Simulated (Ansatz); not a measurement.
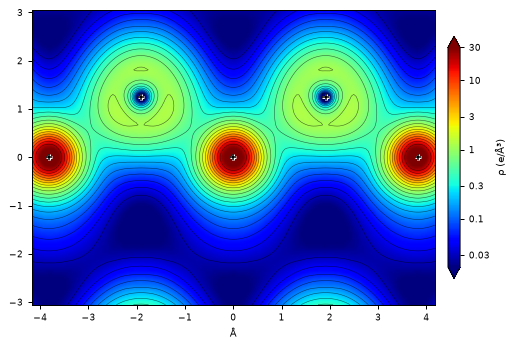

The valence charge density (pseudo) on a plane through atoms (crosses mark nuclei in the plane).

All numbers below come from DFT r2SCAN, scalar-relativistic, plane waves, PAW in Ansatz.

Candidates:
A. Al, a = 3.10 Å, b = 3.10 Å, c = 3.34 Å, α = 90.00°, β = 90.00°, γ = 90.00°. Space group I4/mmm; a structure from a database of computed crystals, not necessarily the ambient phase; changed on purpose from its base cell (strain -0.025 along x and y, +0.050 along z, atoms carried along); computed without spin polarisation.
B. ZnS, a = 3.82 Å, b = 3.82 Å, c = 5.41 Å, α = 90.00°, β = 90.00°, γ = 90.00°. Space group Imm2; changed on purpose from its base cell (atom 2 (S) moved by (-0.100, +0.000) A along x and y); not relaxed (largest force 0.6 eV/Å).

### Which candidate gave the map?

Candidate B: ZnS on the (100) plane of the conventional cell, which holds Zn and S. Zn–S (2.29 Å): ρ is about 0.57 e/Å³ halfway.
